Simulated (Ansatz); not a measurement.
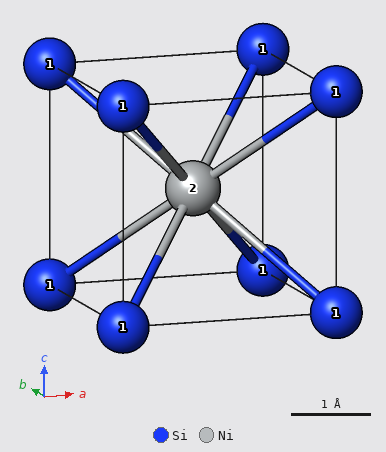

Solid SiNi (built on the caesium chloride_221 type) (coarse preliminary run), before the relaxation. Style: ball-and-stick. Shown: the cell of the calculation, slightly off an axis.

Case: caesium chloride type (Pm-3m, No. 221).

These are results of Ansatz, DFT r2SCAN, scalar-relativistic, plane waves, PAW, not measurements.

The input:
```yaml
crystal:
  lattice:
    - [2.8686228363, 0.0, 0.0]
    - [0.0, 2.8686228363, 0.0]
    - [0.0, 0.0, 2.8686228363]
  atoms:
    - { symbol: Si, position: [0.0, 0.0, 0.0], spin: 0.13 }
    - { symbol: Ni, position: [0.5, 0.5, 0.5], spin: 0.05 }
basis:
  ecutwfc: 500
kpoints:
  mp_grid: { grid: [6, 6, 6] }
hamiltonian:
  xc: r2scan
scf:
  occupations: { method: gaussian, width: 0.1 }
  lower_state_search: "off"
output:
  forces: true
  stress: true
  eigenvalues: true
  populations: true
magnetization:
  spin_polarized: true
relax:
  adjacent_minimum: "off"
  f_tol: 0.04
  max_steps: 70
  cell: { stress_tol: 0.4 }
```

Launched with:
```bash
ansatz run input.yaml --threads 1 --pin off --max-ram 3072MiB --backend cpu --events-out ev --progress --plain --runs-dir out
```

What does the optimiser find from here?

Answer. The energy falls by 29.9 meV per atom in 4 accepted moves (6 points after the start). All forces vanish by symmetry, so only the cell relaxes. Pressure: −10.40 GPa at the start and 0.00 GPa at the end. At 2 points the geometry stayed and the basis and grid were re-selected for the new cell (energy shift of 0.4 meV per atom at most each time). No atom moves by more than 0.005 Å relative to the cell. The volume changes by −7.0 %, with a = b = c 2.869 → 2.800 Å (−2.4 %). Near-neighbour distances that change, for instance: Si1–Ni2 2.484 → 2.425 Å. The space group stays Pm-3m (No. 221). The program noted that the starting moments weren't kept.

History of the run:

```json
{"step": "0", "E − E(0), meV/atom": "0.00", "pressure, GPa": "-10.40", "volume, Å³/atom": "11.803", "note": ""}
{"step": "1", "E − E(0), meV/atom": "-22.02", "pressure, GPa": "-5.99", "volume, Å³/atom": "11.379", "note": ""}
{"step": "2", "E − E(0), meV/atom": "-29.47", "pressure, GPa": "2.41", "volume, Å³/atom": "10.850", "note": ""}
{"step": "3", "E − E(0), meV/atom": "-30.29", "pressure, GPa": "-0.37", "volume, Å³/atom": "10.997", "note": ""}
{"step": "4", "E − E(0), meV/atom": "-29.91", "pressure, GPa": "-0.41", "volume, Å³/atom": "10.997", "note": "same geometry, new basis"}
{"step": "5", "E − E(0), meV/atom": "-29.95", "pressure, GPa": "0.00", "volume, Å³/atom": "10.975", "note": ""}
{"step": "6", "E − E(0), meV/atom": "-29.94", "pressure, GPa": "0.00", "volume, Å³/atom": "10.975", "note": "same geometry, new basis"}
```

The structure at the end:

```
CELL_PARAMETERS angstrom
2.79987 0.00000 0.00000
0.00000 2.79987 0.00000
0.00000 0.00000 2.79987
ATOMIC_POSITIONS crystal
Si 0.00000 0.00000 0.00000
Ni 0.50000 0.50000 0.50000
```

After the run, drawn alike:

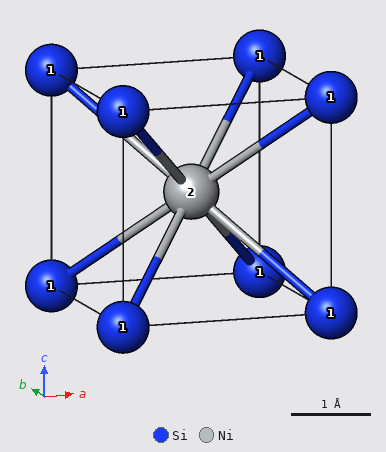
